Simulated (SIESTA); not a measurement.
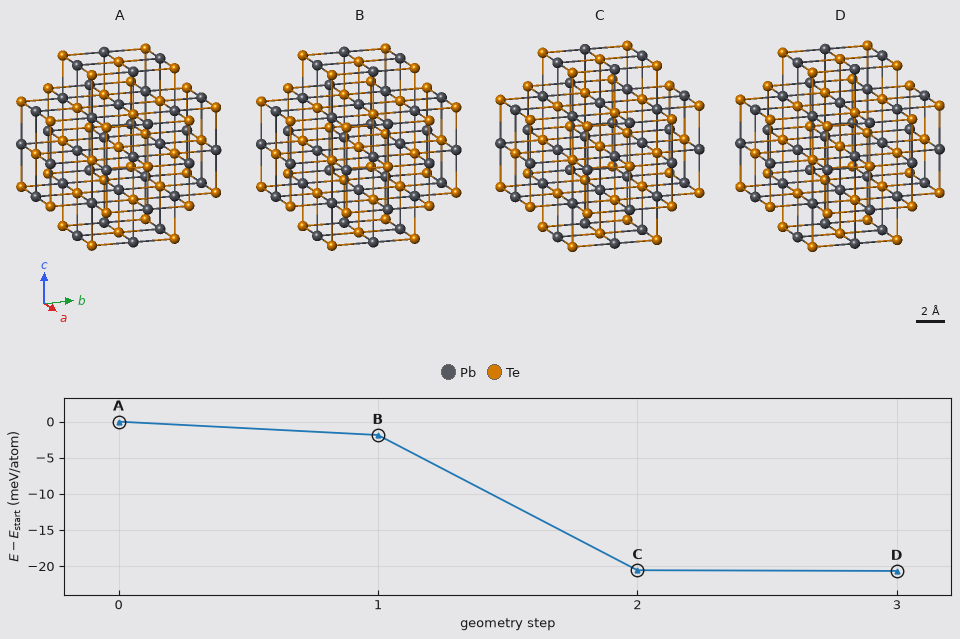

Frames of a relaxation of crystalline TePb (set up in Fm-3m), marked on the history of the run. The picture is a ball-and-stick view of the conventional cell (4 times the calculation's cell), seen slightly off an axis. Lengths and directions refer to the drawn axes.

The run lets cell and atoms move.

The calculation used Kohn-Sham DFT of a periodic cell, PBE, PseudoDojo 0.4 standard NC, numerical atomic orbitals in SIESTA.

Input file:
```
SystemName                      TePb
SystemLabel                     TePb
NumberOfSpecies                 2
NumberOfAtoms                   2
%block ChemicalSpeciesLabel
  1  82 Pb
  2  52 Te
%endblock ChemicalSpeciesLabel

LatticeConstant                 1.0 Ang
%block LatticeVectors
     0.0000000000     3.2310000000     3.2310000000
     3.2310000000     0.0000000000     3.2310000000
     3.2310000000     3.2310000000     0.0000000000
%endblock LatticeVectors
AtomicCoordinatesFormat         Fractional
%block AtomicCoordinatesAndAtomicSpecies
     0.0000000000     0.0000000000     0.0000000000  1  Pb
     0.5000000000     0.5000000000     0.5000000000  2  Te
%endblock AtomicCoordinatesAndAtomicSpecies

%block kgrid.MonkhorstPack
    5   0   0  0.0
    0   5   0  0.0
    0   0   5  0.0
%endblock kgrid.MonkhorstPack
XC.Functional                   GGA
XC.Authors                      PBE
PAO.BasisSize                   DZP
PAO.EnergyShift                 0.002 Ry
Mesh.Cutoff                     750 Ry
OccupationFunction              FD
ElectronicTemperature           0.05 eV
MaxSCFIterations                120
SCF.MustConverge                false
SCF.Mixer.Method                Pulay
SCF.Mixer.Weight                0.25
SCF.Mixer.History               8
SCF.DM.Tolerance                5.0e-05
SCF.H.Tolerance                 1.0e-03 eV
WriteForces                     true
Charge.Mulliken                 end
MD.TypeOfRun                    Broyden
MD.Steps                        40
MD.MaxForceTol                  0.01 eV/Ang
MD.MaxDispl                     0.1 Ang
WriteCoorStep                   true
AtomCoorFormatOut               Fractional
MD.VariableCell                 true
MD.MaxStressTol                 0.05 GPa
```

Command:
```bash
siesta TePb.fdf > TePb.out 2>&1
```

What happens along the run?

The energy falls by 20.6 meV per atom in 3 geometry steps. All forces vanish by symmetry, so only the cell relaxes. Pressure: 2.97 GPa at the start and 0.00 GPa at the end. The atoms keep their places relative to the cell (all moves are under 0.005 Å). The volume changes by +7.0 %, with a = b = c 6.462 → 6.610 Å (+2.3 %). Near-neighbour distances that change, for instance: Pb–Te 3.231 → 3.305 Å. The space group stays Fm-3m (No. 225). From step 0 to 1: volume +0.3 %, energy −1.9 meV per atom. From step 1 to 2: volume +6.2 %, energy −18.7 meV per atom. From step 2 to 3: volume +0.5 %, energy −0.1 meV per atom.

```csv
step,"E − E(0), meV/atom","pressure, GPa","volume, Å³/atom"
0,0.00,2.97,33.730
1,-1.85,2.82,33.834
2,-20.55,0.16,35.933
3,-20.65,0.00,36.096
```
